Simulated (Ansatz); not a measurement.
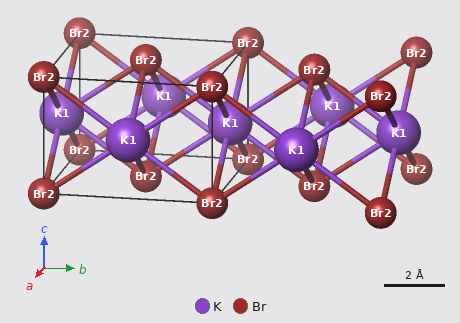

Starting structure of crystalline KBr (built on the random type). A ball-and-stick model of the conventional cell (2 times the calculation's cell), repeated 1 × 2 × 1 with one cell outlined, seen slightly off an axis. Lengths and directions refer to the drawn axes.

Case: random cell with space group Pma2 (No. 28).

Theory: DFT PBE, scalar-relativistic, plane waves, PAW in Ansatz 0.2.0.

The input:
```yaml
crystal:
  lattice:
    - [2.8303560263, -2.8858188167, 0.0]
    - [2.8303560263, 2.8858188167, 0.0]
    - [0.0, 0.0, 4.0471747269]
  atoms:
    - { symbol: K, position: [0.5, 0.5, 0.5] }
    - { symbol: Br, position: [0.0, 0.0, 0.0] }
basis:
  ecutwfc: 420
kpoints:
  mp_grid: { grid: [6, 6, 6] }
hamiltonian:
  xc: pbe
scf:
  occupations: { method: gaussian, width: 0.02 }
output:
  forces: true
  stress: true
  eigenvalues: true
relax:
  adjacent_minimum: "off"
  f_tol: 0.01
  max_steps: 80
  cell: { stress_tol: 0.05 }
```

Run as
```bash
ansatz run input.yaml --threads 1 --pin off --max-ram 2560MiB --backend cpu --events-out ev --progress --plain --runs-dir out
```

Predict the outcome.

Answer. After 3 accepted moves (4 points after the start) the energy has fallen by 0.3 meV per cell of the calculation. All forces vanish by symmetry, so only the cell relaxes. The pressure goes from −0.04 to 0.00 GPa. The SCF was repeated once at an unchanged geometry on a basis and grid sized afresh for the cell, which shifted the energy by less than 0.05 meV per cell of the calculation at most. No atom moves by more than 0.005 Å relative to the cell. Cell: a 5.661 → 5.706 Å (+0.8 %), b 5.772 → 5.720 Å (−0.9 %), c 4.047 → 4.039 Å (−0.2 %). Volume −0.3 %. Among the contacts that change: K1–Br2 3.525 → 3.501 Å, K1–Br2 (another image) 3.479 → 3.496 Å. The space group stays Cmmm (No. 65).

Final geometry:

```
CELL_PARAMETERS angstrom
2.85308 -2.85980 0.00000
2.85308 2.85980 0.00000
0.00000 0.00000 4.03929
ATOMIC_POSITIONS crystal
K 0.50000 0.50000 0.50000
Br 0.00000 0.00000 0.00000
```

After the run, drawn alike:

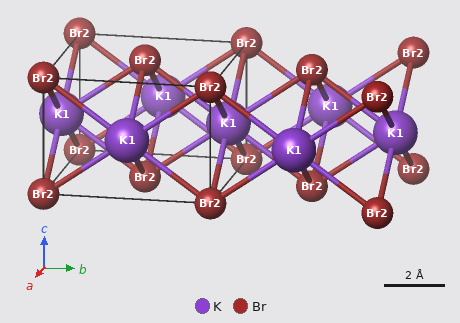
